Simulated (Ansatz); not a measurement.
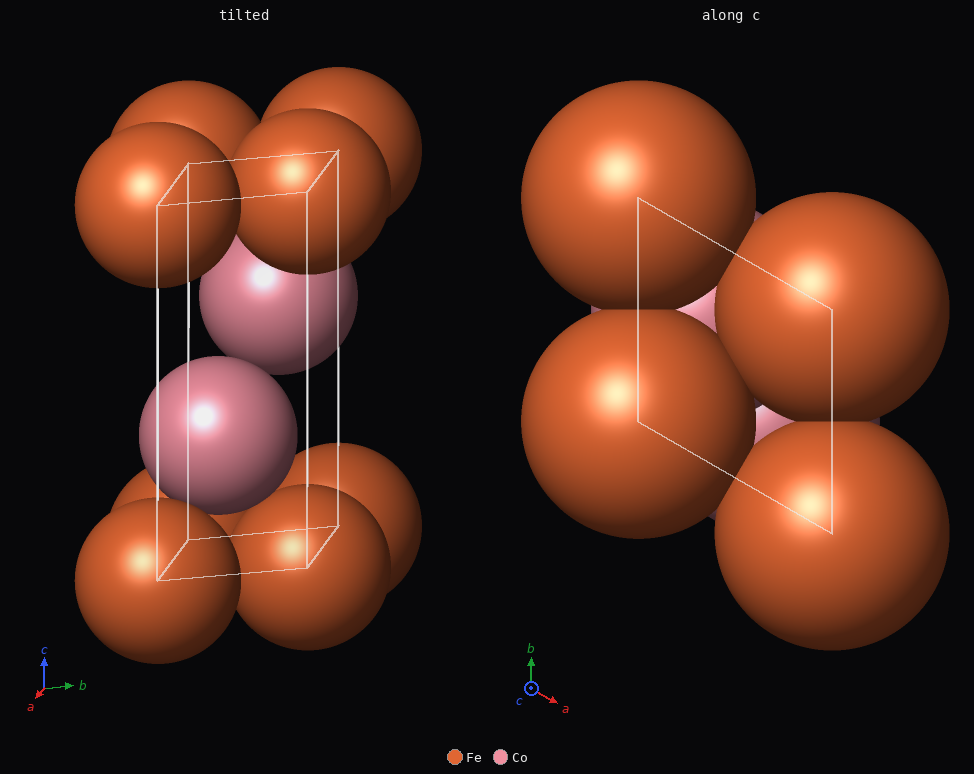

View slightly off an axis and along the c axis, drawn as a space-filling model. The frame is the conventional unit cell; atoms at its boundary are shown with their periodic copies. Cell: a = 2.51 Å, b = 2.51 Å, c = 6.18 Å, α = 90.00°, β = 90.00°, γ = 120.00°.

The cell started as a structure type filled with these elements by a generator (whether the compound takes this form wasn't checked). Earlier steps of the study may have refined or changed the cell and positions. An electronic-structure calculation with Ansatz was run on it.

> Give a description of the structure.

It has the composition FeCo2. The structure has P-3m1 (No. 164) symmetry and a primitive hexagonal lattice. Content of the cell: 1 Fe, 2 Co (Z = 1). The coordination shell of Fe holds six Fe and six Co in a cuboctahedral arrangement (about 2.5 Å to Fe, 2.5 Å to Co). Each Co has nine Co and three Fe in a cuboctahedral arrangement (about 2.5 Å to Co, 2.5 Å to Fe).

Theory: DFT PBE, scalar-relativistic, plane waves, PAW in Ansatz. Numerical settings: a kinetic-energy cutoff of 420 eV, a 24×24×8 sampling of the Brillouin zone, Gaussian smearing of 0.1 eV, collinear spins.

> Which atoms carry magnetic moments in this run, and how do they order?

The state reached is ferromagnetic. Sizes: Fe 2.5 μB and Co 1.8 μB; net moment 5.8 μB in the run's cell of 3 atoms.

> Is the electronic structure metallic or gapped?

A metal: bands cross the Fermi level.

> What net charge does each kind of atom have (Bader)?

Fe +0.09 e; Co -0.05 e.

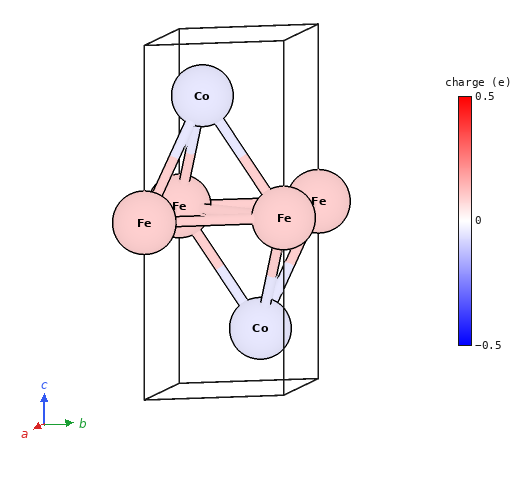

The atoms coloured by those charges. The run's cell of 3 atoms is drawn, so axes and origin can differ from the first picture.

> Is this the optimised geometry for these settings?

Yes. All forces vanish to within 0.01 eV/Å. The pressure is 0.0 GPa, close to zero.
